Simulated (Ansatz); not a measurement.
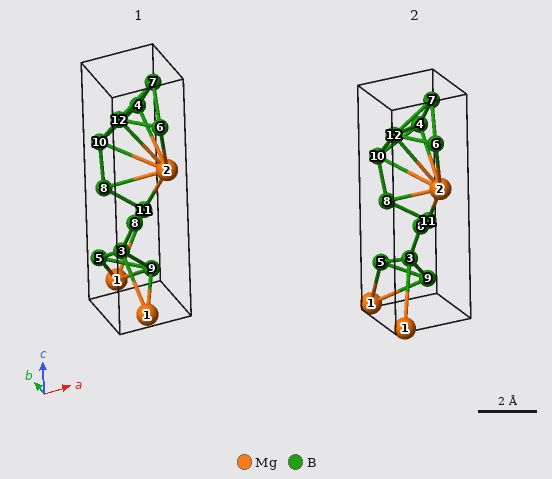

Two geometries of a crystal of MgB$_{5}$ (a generated structure, set up in P1) (coarse preliminary run), drawn at one scale. One is the start of a relaxation, the other its converged end. The picture is a ball-and-stick view of the cell of the calculation, seen slightly off an axis.

Method: DFT PBE, scalar-relativistic, plane waves, PAW (Ansatz 0.2.0). Set-up: plane-wave cutoff 420 eV; k-point mesh 6 × 4 × 2; occupations gaussian; smearing width 0.1 eV; no spin polarisation; cell and atoms relaxed; force threshold 0.04 eV/Å; at most 70 steps.

> Which of the two is the end point?

Structure 1 is the relaxed one. The atom that moves furthest relative to the cell is Mg1 (0.91 Å roughly along +a). Largest moves by element: Mg 0.91 Å, B 0.37 Å. The volume changes by +2.6 %, with a 2.974 → 2.934 Å (−1.3 %), b 4.326 → 4.497 Å (+3.9 %), c 7.862 → 8.245 Å (+4.9 %), α 86.1° → 78.1°, β 83.9° → 81.1°, γ 77.2° → 71.5°. Near-neighbour distances that change, for instance: Mg1–B5 3.586 → 2.432 Å, Mg1–B4 2.452 → 3.599 Å, Mg1–B7 2.790 → 3.857 Å, Mg1–B11 3.529 → 2.635 Å. Among the angles between lasting bonds that change: Mg1–B9–B5 106.1° → 68.2°, Mg1–B5–B9 89.1° → 126.4°, Mg1–B9–B3 89.7° → 113.7°. The space group stays P1 (No. 1). After 9 accepted moves (12 points after the start) the energy has fallen by 1.395 eV per cell of the calculation. Largest force component: 1.4 eV/Å at the start, 0.017 eV/Å at the end. The pressure goes from 5.68 to 0.11 GPa. The line search rejected the trial step at point 6 of the run. At 2 points the geometry stayed and the basis and grid were re-selected for the new cell (energy shift of 24.6 meV per cell of the calculation at most each time). The run took 2.1 min on 1 thread of Intel(R) Xeon(R) Platinum 8488C (Sapphire Rapids), with other jobs on the host, peak memory 0.41 GiB.

Limits of the set-up: the k-point mesh is coarse for a cell with partly filled bands.
